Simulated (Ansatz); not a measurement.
# Geometry relaxation of Cu12N (part 2 of 2)

Cu12N (slab, 13 atoms in the cell); DFT PBE, scalar-relativistic, plane waves, PAW, no spin polarisation (Ansatz 0.2.0); cutoff 420 eV, 6×6×1 k-mesh, Gaussian smearing of 0.1 eV. The structure derives from an entry of the Crystallography Open Database. The input holds or restrains some coordinates. Forces given for the steps count only the free coordinates.

Geometry of the input (Å; fractional positions):
```
5.1332  0.0000  0.0000
-2.5666  4.4455  0.0000
0.0000  0.0000  19.6236
Cu 0.3333  0.1667  0.2038
Cu 0.3333  0.6667  0.2038
Cu 0.8333  0.1667  0.2038
Cu 0.8333  0.6667  0.2038
Cu 0.1667  0.3333  0.3089
Cu 0.1667  0.8333  0.3089
Cu 0.6667  0.3333  0.3089
Cu 0.6667  0.8333  0.3089
Cu 0.0000  0.0000  0.4140
Cu -0.0000  0.5000  0.4140
Cu 0.5000  0.0000  0.4140
Cu 0.5000  0.5000  0.4140
N  0.1667  0.3333  0.4641
```

Output, continued:
```
--- Forces (eV/Å), atoms counted from 1 ---
  atom   1  Cu     0.03898952    -0.02251061    -0.07472670
  atom   2  Cu     0.00000000     0.04502122    -0.07472670
  atom   3  Cu    -0.03898952    -0.02251061    -0.07472670
  atom   4  Cu     0.00000000    -0.00000000    -0.15746440
  atom   5  Cu     0.00000000    -0.00000000    -0.41658006
  atom   6  Cu    -0.05705037    -0.03293805     0.01471500
  atom   7  Cu    -0.00000000     0.06587609     0.01471500
  atom   8  Cu     0.05705037    -0.03293805     0.01471500
  atom   9  Cu    -0.00000000    -0.70329573     0.26907845
  atom  10  Cu    -0.60907197     0.35164787     0.26907845
  atom  11  Cu     0.00000000    -0.00000000    -0.05470684
  atom  12  Cu     0.60907197     0.35164787     0.26907845
  atom  13  N      0.00000000     0.00000000     0.00166058
  max |Σ_I F_I| component: 1.10e-4 eV/Å
--- Band table (eV; the first three rows and the last of 7) ---
  k-point 0: bands = ["-111.0277", "-111.0211", "-111.0211", "-110.6774", "-110.6706", "-110.6706", "-110.6209", "-110.4077", "-110.3992", "-110.3992", "-110.3989", "-110.2108", "-68.6082", "-68.5628", "-68.5628", "-68.3271", "-68.3271", "-68.2992", "-68.2843", "-68.2552", "-68.2552", "-68.0911", "-68.0911", "-68.0901", "-68.0482", "-68.0370", "-68.0320", "-68.0320", "-68.0195", "-68.0195", "-68.0018", "-67.9876", "-67.9876", "-67.8485", "-67.8466", "-67.8466", "-67.7916", "-67.7916", "-67.7883", "-67.7709", "-67.7709", "-67.7239", "-67.7170", "-67.7170", "-67.7137", "-67.6176", "-67.6176", "-67.5617", "-12.5735", "-6.6881", "-4.5359", "-3.4316", "-3.4316", "-3.3078", "-3.0833", "-2.8699", "-2.8165", "-2.8165", "-2.5491", "-2.5491", "-2.4974", "-2.2479", "-2.2479", "-2.2260", "-2.0629", "-2.0629", "-1.6780", "-1.5520", "-1.5520", "-1.4375", "-1.2505", "-1.2505", "-1.1243", "-1.0655", "-1.0655", "-1.0264", "-1.0241", "-1.0241", "-0.9739", "-0.8844", "-0.8844", "-0.7977", "-0.7977", "-0.6403", "-0.6403", "-0.6344", "-0.4185", "-0.3237", "-0.3237", "-0.2951", "-0.1876", "-0.1876", "-0.0325", "-0.0325", "0.0194", "0.0828", "0.0828", "0.1853", "0.1873", "0.1873", "0.2777", "0.2777", "0.2908", "0.2908", "0.3096", "0.3140", "0.3738", "0.3738", "0.5463", "0.5465", "0.5465", "0.7237", "0.8996", "1.1963", "1.1963", "2.0861", "2.0861", "2.2913", "2.7946", "3.1964", "3.1964", "3.2530", "3.4868", "3.4868", "6.0500", "6.3083", "6.4668", "6.6175", "6.6175", "7.5933", "7.7023", "7.8784", "8.1307", "8.1307", "9.5118", "9.7726", "9.7726", "9.8512", "10.2402", "11.0252"]
  k-point 1: bands = ["-111.0273", "-111.0215", "-111.0211", "-110.6770", "-110.6710", "-110.6707", "-110.6209", "-110.4071", "-110.3997", "-110.3992", "-110.3990", "-110.2108", "-68.6054", "-68.5652", "-68.5626", "-68.3267", "-68.3254", "-68.3007", "-68.2828", "-68.2572", "-68.2555", "-68.0888", "-68.0881", "-68.0856", "-68.0499", "-68.0365", "-68.0334", "-68.0321", "-68.0224", "-68.0199", "-68.0018", "-67.9906", "-67.9884", "-67.8453", "-67.8439", "-67.8419", "-67.7945", "-67.7929", "-67.7885", "-67.7760", "-67.7722", "-67.7234", "-67.7173", "-67.7170", "-67.7138", "-67.6180", "-67.6178", "-67.5617", "-12.5600", "-6.4849", "-4.3898", "-3.5073", "-3.3749", "-3.2094", "-3.0455", "-2.8971", "-2.7672", "-2.7560", "-2.5304", "-2.4877", "-2.4227", "-2.2107", "-2.2102", "-2.1536", "-2.0362", "-2.0065", "-1.6484", "-1.5526", "-1.5434", "-1.4592", "-1.2697", "-1.2201", "-1.1727", "-1.1309", "-1.1122", "-1.0691", "-1.0130", "-0.9701", "-0.9663", "-0.9399", "-0.8745", "-0.8676", "-0.7683", "-0.7275", "-0.6796", "-0.6789", "-0.4911", "-0.4725", "-0.4088", "-0.3708", "-0.2259", "-0.2102", "-0.1246", "-0.1202", "-0.0870", "-0.0648", "0.0343", "0.0511", "0.0938", "0.1226", "0.1697", "0.1733", "0.1814", "0.2399", "0.2449", "0.2779", "0.2854", "0.3159", "0.3805", "0.4100", "0.4608", "0.5731", "0.9752", "1.1717", "1.2023", "1.3420", "2.0145", "2.1549", "2.5975", "3.2379", "3.3089", "3.7243", "4.2568", "4.3968", "6.2679", "6.6480", "6.6953", "6.8697", "7.0480", "7.6904", "8.0082", "8.1214", "8.2635", "8.4159", "9.6275", "9.9007", "10.0294", "10.0373", "10.2777", "11.0492"]
  k-point 2: bands = ["-111.0263", "-111.0225", "-111.0211", "-110.6759", "-110.6721", "-110.6707", "-110.6210", "-110.4055", "-110.4012", "-110.3992", "-110.3990", "-110.2108", "-68.5983", "-68.5716", "-68.5623", "-68.3257", "-68.3209", "-68.3048", "-68.2787", "-68.2623", "-68.2559", "-68.0845", "-68.0807", "-68.0731", "-68.0552", "-68.0397", "-68.0350", "-68.0322", "-68.0279", "-68.0204", "-68.0018", "-67.9971", "-67.9901", "-67.8384", "-67.8372", "-67.8282", "-67.8014", "-67.7992", "-67.7900", "-67.7855", "-67.7757", "-67.7221", "-67.7184", "-67.7169", "-67.7140", "-67.6188", "-67.6180", "-67.5617", "-12.5331", "-5.8949", "-4.1361", "-3.8551", "-3.2354", "-3.2040", "-2.9827", "-2.7439", "-2.6280", "-2.5496", "-2.4739", "-2.3614", "-2.2732", "-2.1236", "-2.1053", "-1.9877", "-1.9392", "-1.8327", "-1.6200", "-1.5582", "-1.5557", "-1.5293", "-1.4127", "-1.3259", "-1.3051", "-1.2615", "-1.1498", "-1.1489", "-1.1341", "-1.0090", "-0.9763", "-0.9660", "-0.9005", "-0.8652", "-0.8271", "-0.8144", "-0.7877", "-0.7400", "-0.6374", "-0.6108", "-0.5480", "-0.5113", "-0.5083", "-0.4404", "-0.4112", "-0.3695", "-0.2701", "-0.2413", "-0.2273", "-0.1314", "-0.1230", "-0.0435", "-0.0177", "0.0188", "0.0447", "0.0451", "0.1087", "0.1449", "0.1911", "0.2380", "0.2740", "0.3114", "0.3628", "0.3923", "0.4954", "1.1309", "1.1947", "1.6625", "2.0305", "2.1767", "2.4161", "3.4805", "3.5435", "4.3534", "4.6227", "5.5918", "6.4181", "7.1164", "7.2616", "7.4602", "7.9490", "8.5024", "8.6030", "8.6878", "8.9678", "9.3298", "9.7995", "10.2057", "10.2213", "10.4450", "10.6121", "10.8261"]
  k-point 6: bands = ["-111.0245", "-111.0243", "-111.0211", "-110.6739", "-110.6739", "-110.6707", "-110.6211", "-110.4024", "-110.4024", "-110.4021", "-110.3980", "-110.2108", "-68.5868", "-68.5827", "-68.5619", "-68.3247", "-68.3129", "-68.3128", "-68.2715", "-68.2695", "-68.2570", "-68.0736", "-68.0715", "-68.0708", "-68.0538", "-68.0534", "-68.0336", "-68.0326", "-68.0315", "-68.0226", "-68.0017", "-67.9963", "-67.9962", "-67.8255", "-67.8246", "-67.8164", "-67.8162", "-67.8131", "-67.7883", "-67.7859", "-67.7859", "-67.7199", "-67.7198", "-67.7178", "-67.7139", "-67.6188", "-67.6188", "-67.5617", "-12.5130", "-4.6161", "-4.4622", "-4.3802", "-3.3931", "-3.2445", "-2.9220", "-2.6952", "-2.5717", "-2.3758", "-2.0993", "-2.0602", "-1.9757", "-1.9372", "-1.9340", "-1.8717", "-1.7884", "-1.7583", "-1.7435", "-1.7197", "-1.7173", "-1.5896", "-1.5480", "-1.5264", "-1.3978", "-1.3919", "-1.3167", "-1.2843", "-1.2438", "-1.1965", "-1.1411", "-1.1372", "-1.1352", "-1.0566", "-0.8505", "-0.8448", "-0.8167", "-0.7935", "-0.7666", "-0.7456", "-0.6545", "-0.6481", "-0.5155", "-0.4764", "-0.4639", "-0.4262", "-0.3784", "-0.2962", "-0.2372", "-0.2160", "-0.1506", "-0.0954", "-0.0529", "-0.0055", "0.0326", "0.0403", "0.1732", "0.1802", "0.1821", "0.2070", "0.2212", "0.2331", "0.2422", "0.2658", "0.3840", "0.4858", "0.7308", "1.3240", "1.8142", "2.4858", "3.5766", "3.6062", "4.4610", "5.4678", "5.5048", "5.9705", "6.0141", "6.4069", "6.4077", "8.1075", "8.4507", "8.6076", "8.7149", "8.9490", "9.1683", "9.7048", "9.7180", "10.1176", "10.2106", "10.2468", "10.3605", "10.3873"]
--- Relaxed structure (4 steps of the walk, 4 accepted, 0 SCFs on fresh bases) ---
  F+E_penalty+E_count = -79880.76910731 eV   max|allowed force component| = 1.661e-3 eV/Å
  atoms:
    - { symbol: Cu, position: [0.3333333333333333, 0.16666666666666666, 0.20383590279999997] }
    - { symbol: Cu, position: [0.3333333333333333, 0.6666666666666666, 0.20383590279999997] }
    - { symbol: Cu, position: [0.8333333333333336, 0.16666666666666666, 0.20383590279999997] }
    - { symbol: Cu, position: [0.8333333333333335, 0.6666666666666666, 0.20383590279999997] }
    - { symbol: Cu, position: [0.16666666666666669, 0.33333333333333337, 0.30890024899999996] }
    - { symbol: Cu, position: [0.16666666666666674, 0.8333333333333334, 0.30890024899999996] }
    - { symbol: Cu, position: [0.6666666666666667, 0.3333333333333333, 0.30890024899999996] }
    - { symbol: Cu, position: [0.6666666666666669, 0.8333333333333334, 0.30890024899999996] }
    - { symbol: Cu, position: [-1.040149775948204e-18, -1.2810265668969289e-17, 0.41397177939999996] }
    - { symbol: Cu, position: [0.0, 0.5, 0.41397177939999996] }
    - { symbol: Cu, position: [0.49999999999999994, -1.2810265668969289e-17, 0.41397177939999996] }
    - { symbol: Cu, position: [0.49999999999999994, 0.5, 0.41397177939999996] }
    - { symbol: N, position: [0.16666666666666669, 0.33333333333333337, 0.4685746665443865] }
```

Trajectory as extended XYZ (Å, eV, eV/Å), 4 frames, from step=1 to step=4:
```
13
Lattice="5.1332 0.0000 0.0000 -2.5666 4.4455 0.0000 0.0000 0.0000 19.6236" Properties=species:S:1:pos:R:3:forces:R:3 step=1 energy=-79880.71114
Cu    1.2833    0.7409    4.0000    0.0435  -0.0251  -0.0817
Cu    0.0000    2.9637    4.0000    0.0000   0.0502  -0.0817
Cu    3.8499    0.7409    4.0000   -0.0435  -0.0251  -0.0817
Cu    2.5666    2.9637    4.0000    0.0000   0.0000  -0.1630
Cu    0.0000    1.4818    6.0617    0.0000   0.0000  -0.4628
Cu   -1.2833    3.7046    6.0617   -0.0515  -0.0297  -0.0018
Cu    2.5666    1.4818    6.0617    0.0000   0.0595  -0.0018
Cu    1.2833    3.7046    6.0617    0.0515  -0.0297  -0.0018
Cu    0.0000    0.0000    8.1236    0.0000  -1.3294  -0.1263
Cu   -1.2833    2.2228    8.1236   -1.1513   0.6647  -0.1263
Cu    2.5666    0.0000    8.1236    0.0000   0.0000  -0.0970
Cu    1.2833    2.2228    8.1236    1.1513   0.6647  -0.1263
N     0.0000    1.4818    9.1079    0.0000   0.0000   1.3515
13
Lattice="5.1332 0.0000 0.0000 -2.5666 4.4455 0.0000 0.0000 0.0000 19.6236" Properties=species:S:1:pos:R:3:forces:R:3 step=2 energy=-79880.74185
Cu    1.2833    0.7409    4.0000    0.0421  -0.0243  -0.0793
Cu    0.0000    2.9637    4.0000    0.0000   0.0486  -0.0793
Cu    3.8499    0.7409    4.0000   -0.0421  -0.0243  -0.0793
Cu    2.5666    2.9637    4.0000    0.0000   0.0000  -0.1614
Cu    0.0000    1.4818    6.0617    0.0000   0.0000  -0.4485
Cu   -1.2833    3.7046    6.0617   -0.0535  -0.0309   0.0036
Cu    2.5666    1.4818    6.0617    0.0000   0.0618   0.0036
Cu    1.2833    3.7046    6.0617    0.0535  -0.0309   0.0036
Cu    0.0000    0.0000    8.1236    0.0000  -1.1188   0.0005
Cu   -1.2833    2.2228    8.1236   -0.9689   0.5594   0.0005
Cu    2.5666    0.0000    8.1236    0.0000   0.0000  -0.0834
Cu    1.2833    2.2228    8.1236    0.9689   0.5594   0.0005
N     0.0000    1.4818    9.1350    0.0000   0.0000   0.9228
13
Lattice="5.1332 0.0000 0.0000 -2.5666 4.4455 0.0000 0.0000 0.0000 19.6236" Properties=species:S:1:pos:R:3:forces:R:3 step=3 energy=-79880.76908
Cu    1.2833    0.7409    4.0000    0.0390  -0.0225  -0.0745
Cu    0.0000    2.9637    4.0000    0.0000   0.0450  -0.0745
Cu    3.8499    0.7409    4.0000   -0.0390  -0.0225  -0.0745
Cu    2.5666    2.9637    4.0000    0.0000   0.0000  -0.1572
Cu    0.0000    1.4818    6.0617    0.0000   0.0000  -0.4167
Cu   -1.2833    3.7046    6.0617   -0.0571  -0.0329   0.0147
Cu    2.5666    1.4818    6.0617    0.0000   0.0659   0.0147
Cu    1.2833    3.7046    6.0617    0.0571  -0.0329   0.0147
Cu    0.0000    0.0000    8.1236    0.0000  -0.7038   0.2683
Cu   -1.2833    2.2228    8.1236   -0.6095   0.3519   0.2683
Cu    2.5666    0.0000    8.1236    0.0000   0.0000  -0.0545
Cu    1.2833    2.2228    8.1236    0.6095   0.3519   0.2683
N     0.0000    1.4818    9.1951    0.0000   0.0000   0.0036
13
Lattice="5.1332 0.0000 0.0000 -2.5666 4.4455 0.0000 0.0000 0.0000 19.6236" Properties=species:S:1:pos:R:3:forces:R:3 step=4 energy=-79880.76911
Cu    1.2833    0.7409    4.0000    0.0390  -0.0225  -0.0747
Cu    0.0000    2.9637    4.0000    0.0000   0.0450  -0.0747
Cu    3.8499    0.7409    4.0000   -0.0390  -0.0225  -0.0747
Cu    2.5666    2.9637    4.0000    0.0000   0.0000  -0.1575
Cu    0.0000    1.4818    6.0617    0.0000   0.0000  -0.4166
Cu   -1.2833    3.7046    6.0617   -0.0570  -0.0329   0.0147
Cu    2.5666    1.4818    6.0617    0.0000   0.0659   0.0147
Cu    1.2833    3.7046    6.0617    0.0570  -0.0329   0.0147
Cu    0.0000    0.0000    8.1236    0.0000  -0.7033   0.2691
Cu   -1.2833    2.2228    8.1236   -0.6091   0.3516   0.2691
Cu    2.5666    0.0000    8.1236    0.0000   0.0000  -0.0547
Cu    1.2833    2.2228    8.1236    0.6091   0.3516   0.2691
N     0.0000    1.4818    9.1951    0.0000   0.0000   0.0017
```

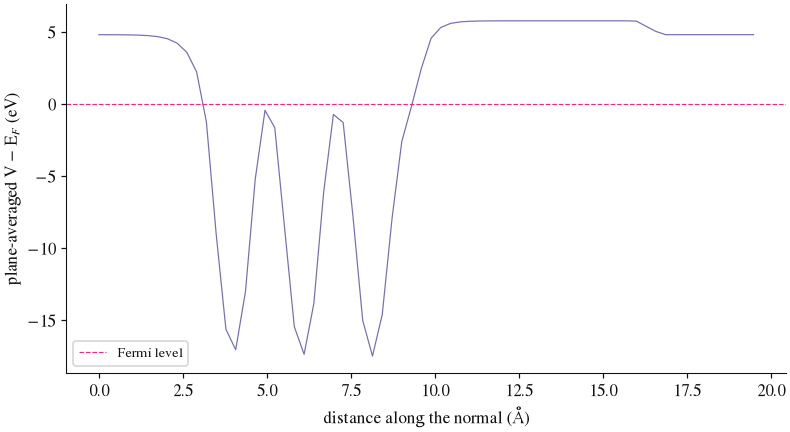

Plane average of the electrostatic potential energy of an electron across the cell, from the Fermi level. The vacuum level lies 5.78 eV above the Fermi level on the upper side and 4.82 eV on the lower.

Summary:

| quantity | value |
| --- | --- |
| outcome | converged under the restraints of the input |
| electrons treated | 233 |
| free energy | −79880.7691 eV |
| work function, top face | 5.78 eV |
| work function, bottom face | 4.82 eV |
| Fermi energy | 1.974 eV |
| gap on the k-point mesh | none (metallic) |
| final volume | 447.81 Å³ |
| work function (upper face) | 5.78 eV |
| largest force (length of the vector) at the end, held atoms and coordinates included | 0.753 eV/Å |
| wall time | 56 s (CPU time 3.6 min) |
| peak memory | 1.5 GiB |

Remarks:

The cell holds an odd number of electrons but the run has no spin polarisation, so a band is left half filled.
